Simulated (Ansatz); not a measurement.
## Single-point calculation, with input and output: Ti

Ti (2 atoms in the cell), computed with DFT PBE, scalar-relativistic, plane waves, PAW, no spin polarisation (Ansatz 0.2.0).

The structure derives from an entry of the Crystallography Open Database. It belongs to a series of runs on one base structure; here: mode 6 (183.9 1/cm) frozen in, largest displacement -0.120 A. Figures and captions count atoms from 1; the log counts them from 0 in places.

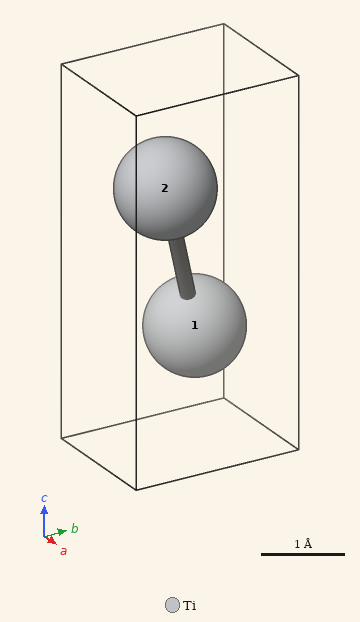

Figure 1. The input geometry (ball-and-stick view of the cell of the calculation, seen slightly off an axis; atoms are numbered from 1 in the order of the input). An atom can appear more than once, as a periodic image.

Key numbers:

- outcome: converged
- space group (tolerance 0.01 Å): P-3m1 (164)
- electrons treated: 24
- free energy: −4999.2214 eV
- Fermi energy: 13.398 eV
- gap on the k-point mesh: none (metallic)
- pressure: 2.68 GPa
- largest force (length of the vector): 1.224 eV/Å
- hardware: 2 threads of Arm Neoverse V2, 24 GiB of memory available, shared host
- wall time: 11 s (CPU time 21 s)
- peak memory: 0.62 GiB

Input:
```yaml
crystal:
  lattice:
    - [2.9384580613, 0.0, 0.0]
    - [-1.4692290306, 2.544779329, 0.0]
    - [0.0, 0.0, 4.6506340146]
  atoms:
    - { symbol: Ti, position: [0.3333333333, 0.6666666667, 0.2758029335] }
    - { symbol: Ti, position: [0.6666666667, 0.3333333333, 0.7241970665] }
basis:
  ecutwfc: 420
kpoints:
  mp_grid: { grid: [24, 24, 14] }
hamiltonian:
  xc: pbe
scf:
  occupations: { method: gaussian, width: 0.15 }
output:
  forces: true
  stress: true
  eigenvalues: true
  write_density: true
  write_potential: true
  elf: true
  volumetric_format: npy
```

Command:
```bash
ansatz run input.yaml --threads 2 --pin off --max-ram 5120MiB --backend cpu --events-out ev --progress --plain --runs-dir out
```

Output:
```
Engine: ansatz 0.2.0, aarch64-unknown-linux-gnu
Pseudopotentials: kind: paw
Pseudopotential: Ti, paw, valence charge 12, recommended cutoff 420 eV (normal), Ti.paw.azcp
Functional definition: PBE
  parameter kappa = 0.804
  parameter beta = 0.06672455060314922
  exchange = pbe_x(kappa = kappa, mu = beta*pi^2/3)
  correlation = pbe_c(beta = beta)
Crystal: 2 atoms, lattice volume = 34.776 Å³
Basis set: ecut = 420 eV, 687 PW (Γ), exchange–correlation on 40×40×64 points (8 copies of the dense FFT grid, shifted against one another)
Bands: 16, of which v1, the nominal top of the filled ones, is band 12 counted from 1 (11 counted from 0)
Symmetry: 12 space group operations
Space group: P-3m1 (ITA 164), of the structure as read, at distance tolerance 3.3e-5 Å
k-points: 776 of 8064
Non-local potential: Ti, projectors of the file, l = 0: 3, l = 1: 2, l = 2: 3, l = 3: 1
PAW form: soft (Blöchl's): semilocal exchange-correlation on the pseudo side does not see the compensation charge
PAW one-centre angular grid: Ti, 590 points (default); XC on 64 Gauss nodes
Initial density: superposition of atomic densities (neutral atoms: chi_scale 0, normalization atom), corrected by the library's trained network
Initial wavefunctions: pseudopotential atomic-orbital guess
Functional: x = pbe(κ = 0.804, μ = 0.2195149727645171), c = pbe(β = 0.06672455060314922)
SCF iter   1: F=—  HF=-4999.225158 eV  |F-HF|=—  |Δ(HF+E_count)|=         —  Δρ=7.26e-3  dr2=1.61e-2  ethr=1.77e-3  ⟨swp⟩=3.3  Hψ=48188  notcnv=0
preconditioner: auto → none  [metal: Δε(μ)=0.006 eV  Ē_g=2.872 eV  σ=0.150 eV  W_gap=0.02  n_scr=8 (ndim 8)  ℏωp=17.8 eV  f_vac=0.000  D(μ)=1.90/eV (n_scr^D=22)  sad-step TF]
SCF iter   2: F=—  HF=-4999.222314 eV  |F-HF|=—  |Δ(HF+E_count)|=   2.84e-3  Δρ=3.87e-3  dr2=5.73e-3  ethr=6.69e-5  ⟨swp⟩=1.0  Hψ=18624  notcnv=0
SCF iter   3: F=—  HF=-4999.221675 eV  |F-HF|=—  |Δ(HF+E_count)|=   6.39e-4  Δρ=9.32e-4  dr2=1.13e-3  ethr=2.39e-5  ⟨swp⟩=2.1  Hψ=16277  notcnv=0
SCF iter   4: F=—  HF=-4999.221418 eV  |F-HF|=—  |Δ(HF+E_count)|=   2.57e-4  Δρ=3.20e-4  dr2=8.63e-5  ethr=4.69e-6  ⟨swp⟩=2.0  Hψ=17450  notcnv=0
SCF iter   5: F=—  HF=-4999.221395 eV  |F-HF|=—  |Δ(HF+E_count)|=   2.27e-5  Δρ=8.50e-5  dr2=5.27e-6  ethr=3.60e-7  ⟨swp⟩=2.1  Hψ=15841  notcnv=0
SCF iter   6: F=—  HF=-4999.221395 eV  |F-HF|=—  |Δ(HF+E_count)|=   7.05e-7  Δρ=1.57e-5  dr2=1.22e-7  ethr=2.20e-8  ⟨swp⟩=2.0  Hψ=15467  notcnv=0
SCF iter   7: F=-4999.221395 eV  HF=-4999.221395 eV  |F-HF|=2.65e-10  |Δ(HF+E_count)|=   1.13e-8  Δρ=1.66e-6  dr2=9.96e-10  ethr=4.17e-10  ⟨swp⟩=6.2  Hψ=61295  notcnv=0
SCF 1 converged in 7 iterations: F = -4999.221395 eV  dr2 = 9.96e-10
  greatest PAW one-centre occupation: 0.999 electrons in one spin orbital (limit 2), on the Ti atom at site 1 (counted from 0), in its partial waves of l = 0
SCF converged after 7 iterations
Free energy (F): -4999.221395 eV
Harris-Foulkes:  -4999.221395 eV  (|F-HF|=2.65e-10)
Internal energy: -4999.198858 eV  (E = F + TS)
E sigma→0 (E₀):  -4999.210127 eV
Entropy (-TS):   -0.022536 eV (-11.268 meV/atom)
Fermi energy:    13.398176 eV
--- Per-component energies (eV) ---
  E_band       = -315.659158
  E_kinetic    = 545.675846
  E_local      = -1665.756044  (includes V_loc(G=0)·N_el)
  E_nonlocal   = 16.245678
  E_hartree    = 687.202744
  E_xc         = -195.172944
  E_vxc        = -244.196522  (∫ρ·V_xc dr)
  E_paw        = -2095.335829  (= ΣΔE_a)
  E_vpaw       = -342.034315  (= ΣTr[D̂ρ^β])
  E_aug_tail   = 0.000231  (compensation charges beyond the density's cutoff)
  E_ewald      = -2292.058541
  E_smearing   = -0.022536  (= −TS)
  E_closure    = 0.000000  (closes the sum)
  Σ components = -4999.221395   (vs F -4999.221395, Δ=0.00e0)
--- Forces (eV/Å), atoms counted from 1 ---
  atom   1  Ti    -0.00000000    -0.00000000    -1.22445347
  atom   2  Ti     0.00000000     0.00000000     1.22445347
  max |Σ_I F_I| component: 4.44e-16 eV/Å
--- Stress (GPa, compression-positive) ---
        1.770210      -0.000000       0.000000
       -0.000000       1.770210      -0.000000
        0.000000       0.000000       4.496877
  P = ⅓ Tr σ = 2.6791 GPa (26.791 kbar)
--- Band table (eV; the first three rows and the last of 776) ---
  k-point 0: bands = ["-43.4706", "-43.2897", "-20.1106", "-19.4299", "-19.4299", "-19.3208", "-19.2925", "-19.2925", "7.2168", "10.6010", "13.6882", "14.0259", "14.0259", "14.3282", "14.3282", "14.9848"]
  k-point 1: bands = ["-43.4693", "-43.2910", "-20.1033", "-19.4290", "-19.4290", "-19.3288", "-19.2934", "-19.2934", "7.2598", "10.5838", "13.6221", "14.0032", "14.0032", "14.3269", "14.3269", "14.9386"]
  k-point 2: bands = ["-43.4657", "-43.2948", "-20.0820", "-19.4264", "-19.4264", "-19.3520", "-19.2961", "-19.2961", "7.3876", "10.5244", "13.4415", "13.9531", "13.9531", "14.3074", "14.3074", "14.8248"]
  k-point 775: bands = ["-43.2992", "-43.2992", "-19.9198", "-19.9198", "-19.7770", "-19.5892", "-19.4055", "-19.4055", "11.7212", "12.2996", "12.2996", "12.5135", "13.1608", "13.1608", "14.4969", "15.5746"]
```

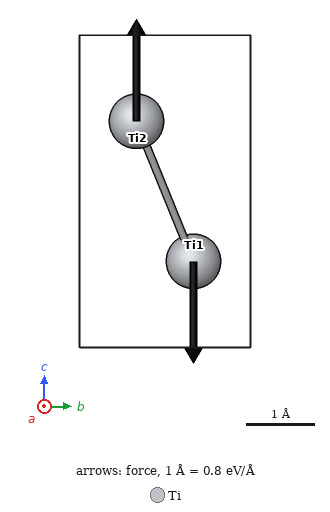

Figure 2. Forces on the atoms as black arrows (ball-and-stick view of the cell of the calculation, along the a axis; atoms are numbered from 1 in the order of the input). The largest act on Ti1, Ti2 (1.22 eV/Å). The geometry is not a stationary point of this energy.

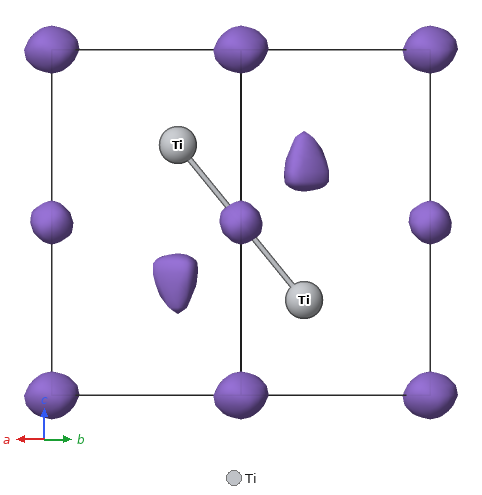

Figure 3. Isosurface of the electron localisation function at 0.7 (purple), seen along [110]. Only the valence region is drawn (cores and ρ < 0.01 e/Å³ removed). Sticks mark near contacts. The outline is the cell set on symmetry axes. Values along the shortest contacts: Ti–Ti (2.69 Å): the ELF is about 0.15 at the midpoint; no localised pair between them. Ti–Ti (2.94 Å): the ELF is about 0.30 at the midpoint; no shared electron pair. The fields are those of the smooth PAW valence density.

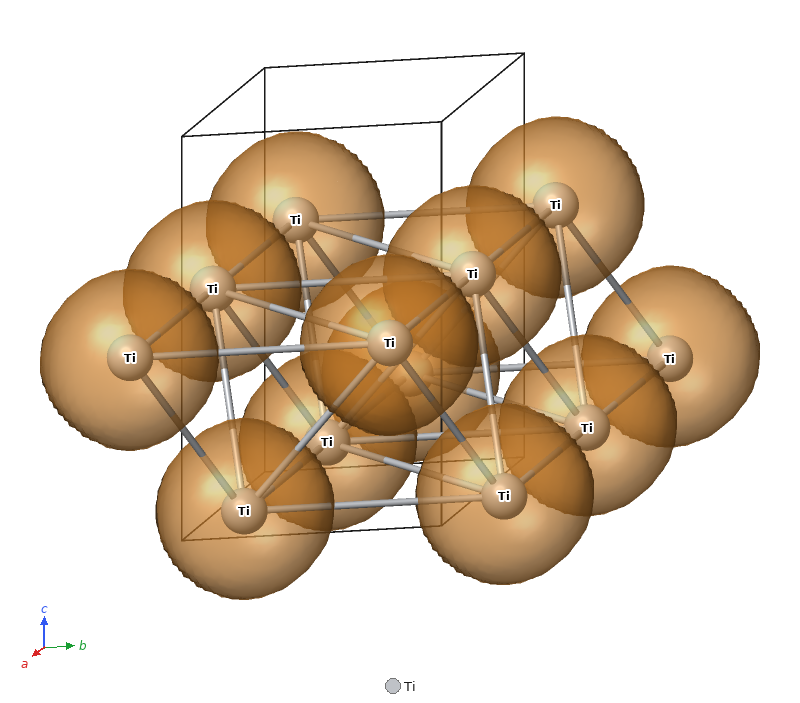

Figure 4. Isosurface of the valence charge density (pseudo) at 0.4 e/Å³ (orange), seen slightly off an axis. Sticks mark near contacts. The outline is the cell set on symmetry axes. At this value the density breaks into separate islands; it holds about 75 % of the electrons treated as valence (semicore included). It is pinched off along the Ti–Ti (2.69 Å) and Ti–Ti (2.94 Å) contacts. On the grid the lowest density along these lines, outside the cores, is 0.23 e/Å³ (Ti–Ti, 2.69 Å) and 0.19 e/Å³ (Ti–Ti, 2.94 Å).
